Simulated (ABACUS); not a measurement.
InP: band-structure run (part 2 of 2)

The same run, continued: InP (F-43m, 2 atoms in the cell); Kohn-Sham DFT of a periodic cell, SOGGA, SSSP 1.3 efficiency PBE, no spin polarisation (ABACUS 3.10.1); cutoff 748.31 eV, fermi-dirac of 0.05 eV. The structure derives from an entry of the Crystallography Open Database. It belongs to a series of runs on one base structure; here: bands on the converged density.

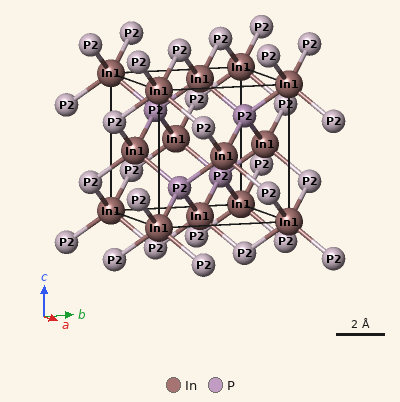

Fig. 1: The structure (ball-and-stick view of the cell 4 times as large as that of the calculation, set on its symmetry axes, seen slightly off an axis; neighbours outside the cell are drawn fainter; atoms are numbered from 1 in the order of the input).

Output, continued
```
 PW ALGORITHM --------------- ION=   1  ELEC=   1--------------------------------
 k(1/102) Iter steps (avg)=13 threshold=1e-07
 k(2/102) Iter steps (avg)=13 threshold=1e-07
 k(3/102) Iter steps (avg)=12 threshold=1e-07
 k(4/102) Iter steps (avg)=11 threshold=1e-07
 k(5/102) Iter steps (avg)=12 threshold=1e-07
 k(6/102) Iter steps (avg)=14 threshold=1e-07
 k(7/102) Iter steps (avg)=17 threshold=1e-07
 k(8/102) Iter steps (avg)=15 threshold=1e-07
 k(9/102) Iter steps (avg)=16 threshold=1e-07
 k(10/102) Iter steps (avg)=16 threshold=1e-07
 k(11/102) Iter steps (avg)=16 threshold=1e-07
 k(12/102) Iter steps (avg)=29 threshold=1e-07
 k(13/102) Iter steps (avg)=22 threshold=1e-07
 k(14/102) Iter steps (avg)=20 threshold=1e-07
 k(15/102) Iter steps (avg)=18 threshold=1e-07
 k(16/102) Iter steps (avg)=16 threshold=1e-07
 k(17/102) Iter steps (avg)=16 threshold=1e-07
 k(18/102) Iter steps (avg)=16 threshold=1e-07
 k(19/102) Iter steps (avg)=18 threshold=1e-07
 k(20/102) Iter steps (avg)=17 threshold=1e-07
 k(21/102) Iter steps (avg)=17 threshold=1e-07
 k(22/102) Iter steps (avg)=19 threshold=1e-07
 k(23/102) Iter steps (avg)=21 threshold=1e-07
 k(24/102) Iter steps (avg)=27 threshold=1e-07
 k(25/102) Iter steps (avg)=26 threshold=1e-07
 k(26/102) Iter steps (avg)=26 threshold=1e-07
[... levels at 26 k points of this process ...]

 Density error is 0.00000000000
                          Error Threshold = 1.00000000000e-07
----------------------------------------------------------
     Energy           Rydberg                 eV
----------------------------------------------------------
 E_KohnSham     -158.2310638626      -2152.8440691336
 E_KS(sigma->0) -158.2310599950      -2152.8440165120
 E_Harris       -158.2310638626      -2152.8440691336
 E_band         -4.0320732016        -54.8591702953
 E_one_elec     -60.2771177934       -820.1122610078
 E_Hartree      43.0647305334        585.9257180885
 E_xc           -51.2982646698       -697.9486970209
 E_Ewald        -89.7204041976       -1220.7087239501
 E_entropy(-TS) -0.0000077352        -0.0001052432
 E_descf        0.0000000000         0.0000000000
 E_exx          0.0000000000         0.0000000000
 E_Fermi        0.5291312394         7.1991998452
----------------------------------------------------------

 charge density convergence is achieved
 final etot is -2152.8440691 eV
 EFERMI = 7.1991998452 eV

 STATE ENERGY(eV) AND OCCUPATIONS    NSPIN == 1
 1/26 kpoint (Cartesian) = 0.0000 0.0000 0.0000 (2277 pws)
       1       -7.29151      0.0196078
       2       -7.29151      0.0196078
       3       -7.29151      0.0196078
       4       -7.13579      0.0196078
       5       -7.13579      0.0196078
       6       -4.71470      0.0196078
       7        6.84552      0.0195912
       8        6.84552      0.0195912
       9        6.84552      0.0195912
      10        7.48074    7.00601e-05
      11        10.8337    5.28994e-34
      12        10.8337    5.28994e-34
      13        10.8337    5.28994e-34
      14        15.1525    1.62593e-71
      15        16.1714    2.29680e-80
      16        16.1714    2.29680e-80
      17        17.8674        0.00000
      18        17.8674        0.00000
      19        17.8674        0.00000

 2/26 kpoint (Cartesian) = -0.017062 0.0000 0.0000 (2349 pws)
       1       -7.29745      0.0196078
       2       -7.28904      0.0196078
       3       -7.28904      0.0196078
       4       -7.13679      0.0196078
       5       -7.13493      0.0196078
       6       -4.67565      0.0196078
       7        6.34778      0.0196078
       8        6.74471      0.0196056
       9        6.74471      0.0196056
      10        7.97449    3.61708e-09
      11        10.6992    7.79357e-33
      12        10.9686    3.56097e-35
      13        10.9686    3.56096e-35
      14        15.3670    2.22891e-73
      15        15.7194    1.93421e-76
      16        16.1954    1.42081e-80
      17        17.9520        0.00000
      18        17.9520        0.00000
      19        18.1355        0.00000

 3/26 kpoint (Cartesian) = -0.034124 0.0000 0.0000 (2333 pws)
       1       -7.31402      0.0196078
       2       -7.28174      0.0196078
       3       -7.28174      0.0196078
       4       -7.13982      0.0196078
       5       -7.13237      0.0196078
       6       -4.55990      0.0196078
       7        5.63312      0.0196078
       8        6.48147      0.0196078
       9        6.48147      0.0196078
      10        8.66345    3.75047e-15
      11        10.3661    6.09661e-30
      12        11.3348    2.34762e-38
      13        11.3348    2.34762e-38
      14        14.8750    4.18171e-69
      15        15.9811    1.03134e-78
      16        16.2677    3.34406e-81
      17        18.2054        0.00000
      18        18.2054        0.00000
      19        18.5252        0.00000

 4/26 kpoint (Cartesian) = -0.051186 0.0000 0.0000 (2329 pws)
       1       -7.33840      0.0196078
       2       -7.27029      0.0196078
       3       -7.27029      0.0196078
       4       -7.14495      0.0196078
       5       -7.12840      0.0196078
       6       -4.37145      0.0196078
       7        4.90624      0.0196078
       8        6.13164      0.0196078
       9        6.13164      0.0196078
      10        9.29196    1.30302e-20
      11        9.95634    2.20906e-26
      12        11.8576    6.76118e-43
      13        11.8576    6.76118e-43
      14        14.1247    1.37382e-62
      15        16.3860    3.13930e-82
      16        16.8153    5.86632e-86
      17        18.6253        0.00000
      18        18.6253        0.00000
      19        18.9090        0.00000

 5/26 kpoint (Cartesian) = -0.068248 0.0000 0.0000 (2345 pws)
       1       -7.36705      0.0196078
       2       -7.25570      0.0196078
       3       -7.25570      0.0196078
       4       -7.15195      0.0196078
       5       -7.12338      0.0196078
       6       -4.11653      0.0196078
       7        4.18368      0.0196078
       8        5.75791      0.0196078
       9        5.75791      0.0196078
      10        9.53207    1.07003e-22
      11        9.75954    1.13123e-24
      12        12.4768    2.82725e-48
      13        12.4768    2.82725e-48
      14        13.6527    1.72970e-58
      15        16.5465    1.26667e-83
      16        17.7768        0.00000
      17        19.2060        0.00000
      18        19.2060        0.00000
      19        19.3705        0.00000

 6/26 kpoint (Cartesian) = -0.085310 0.0000 0.0000 (2333 pws)
       1       -7.39666      0.0196078
       2       -7.23928      0.0196078
       3       -7.23928      0.0196078
       4       -7.16020      0.0196078
       5       -7.11782      0.0196078
       6       -3.80390      0.0196078
       7        3.47281      0.0196078
       8        5.40056      0.0196078
       9        5.40056      0.0196078
      10        9.17735    1.28964e-19
      11        9.89565    7.43632e-26
      12        13.1564    3.53643e-54
      13        13.1564    3.53643e-54
      14        13.6144    3.72426e-58
      15        16.7426    2.50900e-85
      16        18.7406        0.00000
      17        19.9350        0.00000
      18        19.9350        0.00000
      19        20.0000        0.00000

[... levels at 20 further k points ...]

 --------------------------------------------
 !FINAL_ETOT_IS -2152.844069133566 eV
 --------------------------------------------

 Output bands in file: OUT.InP/BANDS_1.dat
```

Standard output
```
ABACUS v3.10.1

               Atomic-orbital Based Ab-initio Computation at UStc

 dft_functional readin is: GGA_X_SOGGA+GGA_C_PBE
 dft_functional in pseudopot file is: PBE
 Please make sure this is what you need
 dft_functional readin is: GGA_X_SOGGA+GGA_C_PBE
 dft_functional in pseudopot file is: PBE
 Please make sure this is what you need

%%%%%%%%%%%%%%%%%%%%%%%%%%%%%%%%%%%%%%%%%%%%%%%%%%%%%%%%%%%%%%%%%%%%%%%%%%%%%%%%%%%%%%%%%%%%%%%%%%%%%%%%%
 Warning: the number of valence electrons in pseudopotential > 3 for In: [Kr] 4d10 5s2 5p1
 Pseudopotentials with additional electrons can yield (more) accurate outcomes, but may be less efficient.
 If you're confident that your chosen pseudopotential is appropriate, you can safely ignore this warning.
%%%%%%%%%%%%%%%%%%%%%%%%%%%%%%%%%%%%%%%%%%%%%%%%%%%%%%%%%%%%%%%%%%%%%%%%%%%%%%%%%%%%%%%%%%%%%%%%%%%%%%%%%

 UNIFORM GRID DIM        : 40 * 40 * 40
 UNIFORM GRID DIM(BIG)   : 54 * 54 * 54
 UNIFORM GRID DIM(DENSE) : 54 * 54 * 54
func,idGGA_X_SOGGA 150
func,idGGA_C_PBE 130
 ---------------------------------------------------------
 ---------------------------------------------------------
 SPIN    KPOINTS         PROCESSORS  THREADS
 1       102             4           4
 ---------------------------------------------------------
 Use plane wave basis
 ---------------------------------------------------------
 ELEMENT NATOM       XC
 In      1
 P       1
 ---------------------------------------------------------
 Initial plane wave basis and FFT box
 ---------------------------------------------------------
 -------------------------------------------
 NONSELF-CONSISTENT :
 -------------------------------------------
 START CHARGE      : file
 ITER       ETOT/eV          EDIFF/eV         DRHO     TIME/s
 DA1     -2.15284407e+03   0.00000000e+00   0.0000e+00   9.06
```

The run was set up as follows.

The input
```
INPUT_PARAMETERS
suffix              InP
calculation         nscf
basis_type          pw
pseudo_dir          ./
symmetry            -1
dft_functional      GGA_X_SOGGA+GGA_C_PBE
ecutwfc             55.0
pseudo_rcut         10
nspin               1
nbands              19
ks_solver           dav
smearing_method     fd
smearing_sigma      0.00367493
scf_thr             1e-08
scf_nmax            100
mixing_type         broyden
mixing_beta         0.7
ecutrho             440.0
init_chg            file
pw_diag_thr         1e-07
out_band            1
kpar                4
```

File STRU
```
ATOMIC_SPECIES
In 114.8180 In.pbe-dn-rrkjus_psl.0.2.2.UPF
P 30.9738 P.pbe-n-rrkjus_psl.1.0.0.UPF

LATTICE_CONSTANT
1.8897261246

LATTICE_VECTORS
-2.9305000000 0.0000000000 2.9305000000
0.0000000000 2.9305000000 2.9305000000
-2.9305000000 2.9305000000 0.0000000000

ATOMIC_POSITIONS
Direct

In
0.0
1
0.0000000000 0.0000000000 0.0000000000 1 1 1

P
0.0
1
0.2500000000 0.2500000000 0.2500000000 1 1 1
```

File KPT
```
K_POINTS
12
Line
0.00000000 0.00000000 0.00000000 10 // G
0.50000000 0.00000000 0.50000000 10 // X
0.50000000 0.25000000 0.75000000 10 // W
0.37500000 0.37500000 0.75000000 10 // K
0.00000000 0.00000000 0.00000000 10 // G
0.50000000 0.50000000 0.50000000 10 // L
0.62500000 0.25000000 0.62500000 10 // U
0.50000000 0.25000000 0.75000000 10 // W
0.50000000 0.50000000 0.50000000 10 // L
0.37500000 0.37500000 0.75000000 1 // K
0.62500000 0.25000000 0.62500000 10 // U
0.50000000 0.00000000 0.50000000 1 // X
```

Run as:
```bash
OMP_NUM_THREADS=1 mpirun -np 4 abacus > log
```

Results in brief

| quantity | value |
| --- | --- |
| outcome | converged |
| space group (tolerance 0.01 Å) | F-43m (216) |
| electrons treated | 18 |
| Fermi energy of the self-consistent step | 7.191 eV |
| gap on the band path | 0.64 eV |
| hardware | 4 threads of Intel Xeon (Emerald Rapids), 16 GiB of memory available, shared host |
| wall time | 13 s (CPU time 53 s) |
| peak memory | 1 GiB |
